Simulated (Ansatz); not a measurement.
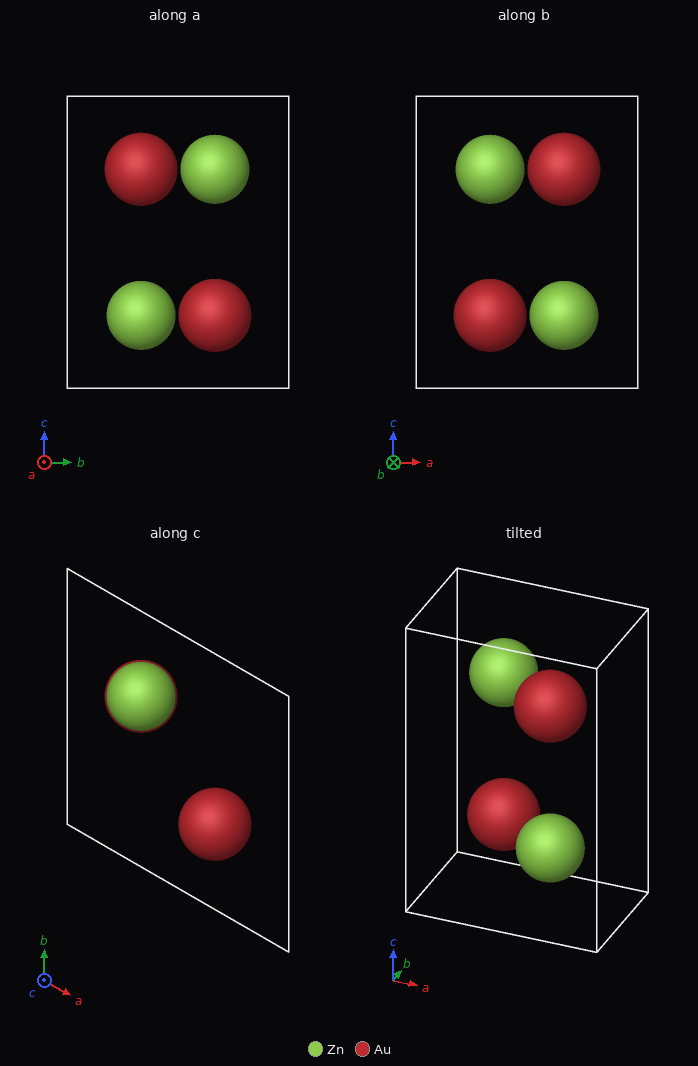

Spheres-only representation of a periodic structure, projected along the a axis, along the b axis, along the c axis and slightly off an axis. Atoms at the boundary of the conventional unit cell (the box) are drawn once for each face, edge or corner they touch.

Lattice parameters: a = 4.5058 Å, b = 4.5058 Å, c = 5.1470 Å, α = 90.000°, β = 90.000°, γ = 120.000°.

> Reconstruct the structure as a CIF in P1 with every atom of the cell.

```cif
data_structure
_symmetry_space_group_name_H-M 'P 1'
_symmetry_Int_Tables_number 1
_cell_length_a 4.5058
_cell_length_b 4.5058
_cell_length_c 5.1470
_cell_angle_alpha 90.000
_cell_angle_beta 90.000
_cell_angle_gamma 120.000
_cell_volume 90.50
loop_
_atom_site_label
_atom_site_type_symbol
_atom_site_fract_x
_atom_site_fract_y
_atom_site_fract_z
_atom_site_occupancy
Zn1 Zn 0.3333 0.6667 0.7500 1
Zn2 Zn 0.6667 0.3333 0.2500 1
Au1 Au 0.3333 0.6667 0.2500 1
Au2 Au 0.6667 0.3333 0.7500 1
```

The structure was taken from a structure type filled with these elements by a generator (whether the compound takes this form wasn't checked). The picture shows the end point of a geometry optimisation with DFT PBE, scalar-relativistic, plane waves, PAW (Ansatz 0.2.0).
